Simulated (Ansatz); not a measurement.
**TiO$_{2}$ (slab): density, localisation and related maps**

The calculation's input:

```
crystal:
  lattice:
    - [2.9389939992, 0.0, 0.0]
    - [0.0, 4.5912476233, 0.0]
    - [0.0, 0.0, 28.2738593696]
  atoms:
    - { symbol: O, position: [0.5, 0.1955612568, 0.2652626902] }
    - { symbol: Ti, position: [0.0, 0.0, 0.297018884] }
    - { symbol: O, position: [0.5, 0.8044387432, 0.3287750777] }
    - { symbol: O, position: [0.0, 0.3044387432, 0.3464551367] }
    - { symbol: Ti, position: [0.5, 0.5, 0.3782113304] }
    - { symbol: O, position: [0.0, 0.6955612568, 0.4099675241] }
    - { symbol: O, position: [0.5, 0.1955612568, 0.4276475831] }
    - { symbol: Ti, position: [0.0, 0.0, 0.4594037768] }
    - { symbol: O, position: [0.5, 0.8044387432, 0.4911599705] }
    - { symbol: O, position: [0.0, 0.3044387432, 0.5088400295] }
    - { symbol: Ti, position: [0.5, 0.5, 0.5405962232] }
    - { symbol: O, position: [0.0, 0.6955612568, 0.5723524169] }
    - { symbol: O, position: [0.5, 0.1955612568, 0.5900324759] }
    - { symbol: Ti, position: [0.0, 0.0, 0.6217886696] }
    - { symbol: O, position: [0.5, 0.8044387432, 0.6535448633] }
    - { symbol: O, position: [0.0, 0.3044387432, 0.6712249223] }
    - { symbol: Ti, position: [0.5, 0.5, 0.702981116] }
    - { symbol: O, position: [0.0, 0.6955612568, 0.7347373098] }
basis:
  ecutwfc: 420
kpoints:
  mp_grid: { grid: [9, 6, 1] }
hamiltonian:
  xc: pbesol
scf:
  occupations: { method: gaussian, width: 0.05 }
output:
  forces: true
  eigenvalues: true
  write_density: true
  write_potential: true
  elf: true
  volumetric_format: npy
relax:
  adjacent_minimum: "off"
  f_tol: 0.02
  max_steps: 60
efield:
  axis: 3
  dipole_correction: true
  ramp_width: 0.04
```

Run with:

```sh
ansatz run input.yaml --threads 2 --pin off --max-ram 5120MiB --backend cpu --events-out ev --progress --plain --runs-dir out
```

The fields are those of the run's last geometry, not of the input's.

Computed without spin polarisation.

Method: DFT PBEsol, scalar-relativistic, plane waves, PAW in Ansatz 0.2.0.

The density is the valence pseudo-density of a PAW calculation; it isn't the true density close to the nuclei.

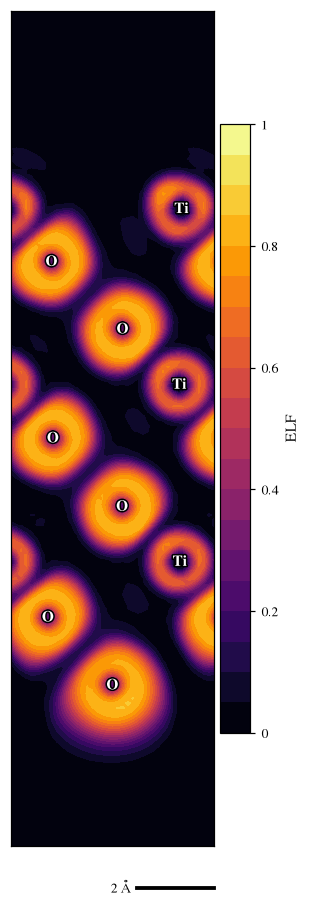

Figure 1. ELF on the (100) plane of the calculation cell, a cut from vacuum to vacuum.

Question: What does the map show?

Answer:
- The plane passes through O and Ti nuclei.
- Ti–O (2.07 Å): the ELF peaks at about 0.85 in the valence shell of O, 0.6 Å from its nucleus, and is about 0.15 at the midpoint (no shared electron pair shows on this line).
- The features right at Ti lie inside the PAW spheres, where the map follows smoothed inner orbitals and isn't to be read closely.

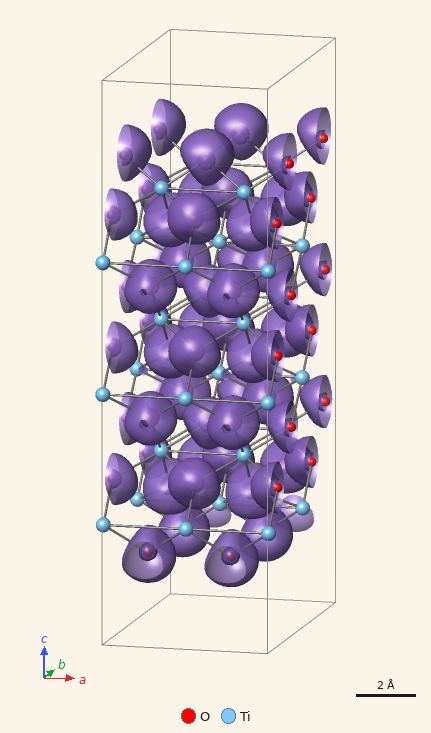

Figure 2. Isosurface of the ELF at 0.65 (purple), seen slightly off an axis. Core shells and regions of very low density are left out. Sticks mark near contacts.

Question: Describe the localisation domains.

Answer: At this value the surface marks out twelve regions wrapped around O (the valence shell of each), counted in one cell of 18 atoms. Counts are for one cell; the picture repeats the cell along the surface. Along the contacts the grid gives the following. Ti–O (1.82 Å): the ELF peaks at about 0.80 in the valence shell of O, 0.6 Å from its nucleus, and is about 0.25 at the midpoint: no shared electron pair shows on this line. Ti–Ti (2.94 Å): the ELF is about 0.15 at the midpoint; no shared electron pair shows on this line.

Question: Does the calculation make it a metal, or give it a gap?

Answer: It is gapped, with a Kohn–Sham gap of 2.2 eV on the k-point mesh, an upper bound to the gap of this method.
